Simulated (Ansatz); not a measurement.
## ZnS: 7 runs along one coordinate

System: ZnS (4 atoms in the cell).
Method: DFT r2SCAN, scalar-relativistic, plane waves, PAW, no spin polarisation (Ansatz 0.2.0).

The 7 runs differ only in the geometry, by a shift of atoms along one path in a fixed cell. The shift s is measured from run 4: S3 moves along the Cartesian direction (−1.00, 0.00, 0.00), and Zn1, Zn2 and S4 with it in fixed proportion. The structure derives from an entry of the Crystallography Open Database.

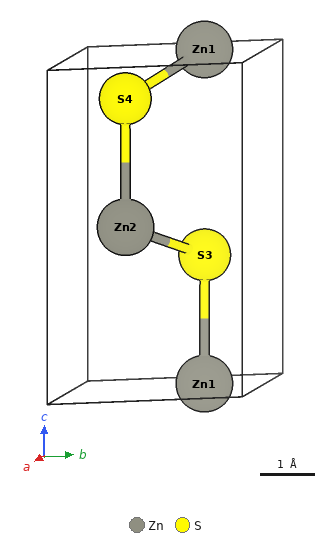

Figure 1. The structure of run 4 (ball-and-stick view of the cell of the calculation, seen slightly off an axis; atoms are numbered from 1 in the order of the input). An atom can appear more than once, as a periodic image.

### Input of run 4
```yaml
crystal:
  lattice:
    - [3.8109987816, 0.0, 0.0]
    - [-1.9054993908, 3.3004217586, 0.0]
    - [0.0, 0.0, 6.234]
  atoms:
    - { symbol: Zn, position: [0.3279401464, 0.6666666667, 0.0] }
    - { symbol: Zn, position: [0.6720598536, 0.3333333333, 0.5] }
    - { symbol: S, position: [0.3202134131, 0.6666666667, 0.385] }
    - { symbol: S, position: [0.6797865869, 0.3333333333, 0.885] }
basis:
  ecutwfc: 500
kpoints:
  mp_grid: { grid: [6, 6, 4] }
hamiltonian:
  xc: r2scan
scf:
  occupations: { method: gaussian, width: 0.05 }
output:
  forces: true
  stress: true
  eigenvalues: true
```

Command:
```bash
ansatz run input.yaml --threads 2 --pin off --max-ram 5120MiB --backend cpu --events-out ev --progress --plain --runs-dir out
```

Run 3 differs from it as follows:
```diff
-    - { symbol: Zn, position: [0.3279401464, 0.6666666667, 0.0] }
-    - { symbol: Zn, position: [0.6720598536, 0.3333333333, 0.5] }
-    - { symbol: S, position: [0.3202134131, 0.6666666667, 0.385] }
-    - { symbol: S, position: [0.6797865869, 0.3333333333, 0.885] }
+    - { symbol: Zn, position: [0.3306367399, 0.6666666667, 0.0] }
+    - { symbol: Zn, position: [0.6693632601, 0.3333333333, 0.5] }
+    - { symbol: S, position: [0.3267733732, 0.6666666667, 0.385] }
+    - { symbol: S, position: [0.6732266268, 0.3333333333, 0.885] }
```

### Results, with one run withheld

```tsv
run	shift s of S3 (Å)	free energy per atom, from the lowest run given (meV)	pressure (GPa)	gap on the mesh (eV)	force along the path (eV/Å)
1	−0.2500	141.28	3.72	2.74	6.351
2	−0.1500	27.04	1.01	2.77	2.917
3	−0.0250	?	?	?	?
4	0.0000	0.00	0.35	2.79	−1.425
5	0.0250	11.19	0.62	2.78	−2.159
6	0.1000	73.46	2.12	2.77	−4.538
7	0.1250	104.54	2.86	2.76	−5.417
```

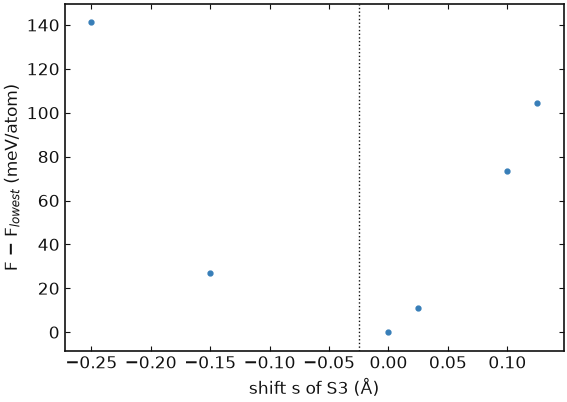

Figure 2. Free energy per atom of the runs given; the dotted line marks run 3.

Estimate the energy of run 3 from the others.

A cubic polynomial in the coordinate, fitted to the 6 runs given, misses them by at most 0.64 meV per atom. With x = s + 0.0250, it reads F = −7.5692 + 192.34 x + 3726 x² − 302.87 x³ (meV per atom). At run 3 it gives −7.57 meV per atom, and the run itself gives −6.66. The slope of the fit gives a force −dF/ds of −0.769 eV/Å along the path (summed over the atoms that move), and the printed forces give −0.709 eV/Å. The fit has its minimum at s = −0.0507 Å. The fit misses that run by 0.91 meV per atom. The gap on the mesh lies between 2.74 eV (run 1) and 2.81 eV (run 3); run 3 has 2.81 eV. These are gaps of this functional on this mesh, which can miss the band edges; they aren't the measured gap.

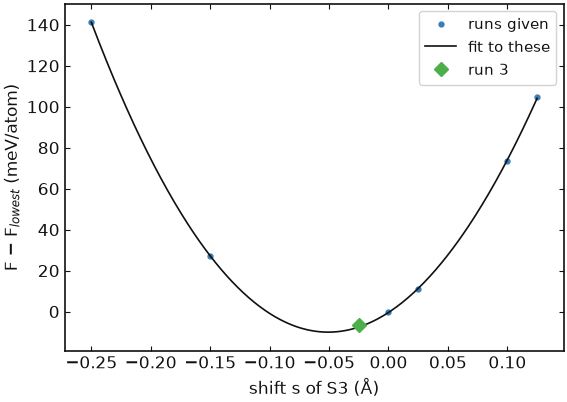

Figure 3. The fit and the withheld run.

### Output, shortened to warnings, some set-up lines, iterations and results (run 3)
```
Basis set: ecut = 500 eV, 1973 PW (Γ), exchange–correlation on 120×120×192 points (64 copies of the dense FFT grid, shifted against one another)
Symmetry: 2 space group operations
k-points: 60 of 144 (time reversal used)
Initial density: superposition of atomic densities (neutral atoms: chi_scale 0, normalization atom), corrected by the library's trained network
[...]
SCF iter   1: F=—  HF=-8466.860749 eV  |F-HF|=—  |Δ(HF+E_count)|=         —  Δρ=1.55e-2  dr2=9.32e-2  dr2_τ=1.36e-2  ethr=1.77e-3  ⟨swp⟩=6.0  Hψ=6334  notcnv=0
SCF iter   2: F=—  HF=-8466.861452 eV  |F-HF|=—  |Δ(HF+E_count)|=   7.03e-4  Δρ=2.42e-3  dr2=2.79e-3  dr2_τ=5.24e-4  ethr=2.59e-4  ⟨swp⟩=2.2  Hψ=3024  notcnv=0
SCF iter   3: F=—  HF=-8466.858174 eV  |F-HF|=—  |Δ(HF+E_count)|=   3.28e-3  Δρ=3.27e-3  dr2=3.91e-3  dr2_τ=2.83e-5  ethr=7.76e-6  ⟨swp⟩=2.0  Hψ=2516  notcnv=0
SCF iter   4: F=—  HF=-8466.857878 eV  |F-HF|=—  |Δ(HF+E_count)|=   2.96e-4  Δρ=6.90e-4  dr2=1.98e-4  dr2_τ=6.96e-6  ethr=7.76e-6  ⟨swp⟩=2.0  Hψ=2176  notcnv=0
SCF iter   5: F=—  HF=-8466.857913 eV  |F-HF|=—  |Δ(HF+E_count)|=   3.43e-5  Δρ=1.59e-4  dr2=1.54e-5  dr2_τ=4.86e-7  ethr=5.51e-7  ⟨swp⟩=2.0  Hψ=2397  notcnv=0
SCF iter   6: F=—  HF=-8466.857921 eV  |F-HF|=—  |Δ(HF+E_count)|=   8.69e-6  Δρ=4.18e-5  dr2=8.77e-7  dr2_τ=5.03e-9  ethr=4.27e-8  ⟨swp⟩=2.0  Hψ=2400  notcnv=0
SCF iter   7: F=-8466.857922 eV  HF=-8466.857922 eV  |F-HF|=1.04e-8  |Δ(HF+E_count)|=   3.98e-7  Δρ=5.39e-6  dr2=2.41e-8  dr2_τ=5.44e-10  ethr=2.78e-10  ⟨swp⟩=6.0  Hψ=6818  …
SCF 1 converged in 7 iterations: F = -8466.857922 eV  dr2 = 2.41e-8
SCF converged after 7 iterations
Free energy (F): -8466.857922 eV
Harris-Foulkes:  -8466.857922 eV  (|F-HF|=1.04e-8)
Internal energy: -8466.857922 eV  (E = F + TS)
E sigma→0 (E₀):  -8466.857922 eV
Fermi energy:    7.001723 eV
--- Per-component energies (eV) ---
  E_band       = -3.015515
  E_kinetic    = 475.255156
  E_local      = -4093.098679  (includes V_loc(G=0)·N_el)
  E_nonlocal   = 1293.315032
  E_hartree    = 1717.755368
  E_xc         = -431.614589
  E_vxc        = -296.493543  (∫ρ·V_xc dr)
  E_paw        = -4919.916445  (= ΣΔE_a)
  E_vpaw       = -832.166112  (= ΣTr[D̂ρ^β])
  E_aug_tail   = -0.000122  (compensation charges beyond the density's cutoff)
  E_vtau       = 14.660384  (kinetic-family band-sum trace: ∫τ·v_τ [+ j·A + Jᵃ·Aᵃ] dr)
  E_ewald      = -2507.968872
  E_core_change = -0.584771  (= ΣΔE_core)
  E_smearing   = -0.000000  (= −TS)
  E_closure    = 0.000000  (closes the sum)
  Σ components = -8466.857922   (vs F -8466.857922, Δ=0.00e0)
--- Forces (eV/Å), atoms counted from 1 ---
  atom   1  Zn     0.22092420     0.01400285     0.32568639
  atom   2  Zn    -0.22092420    -0.01400285     0.32568639
  atom   3  S      0.26347834     0.01508577    -0.32570833
  atom   4  S     -0.26347834    -0.01508577    -0.32570833
  max |Σ_I F_I| component: 4.39e-5 eV/Å
--- Stress (GPa, compression-positive) ---
        0.872644       0.963421       0.000000
        0.963421       0.807357      -0.000000
        0.000000      -0.000000      -1.135772
  P = ⅓ Tr σ = 0.1814 GPa (1.814 kbar)
```
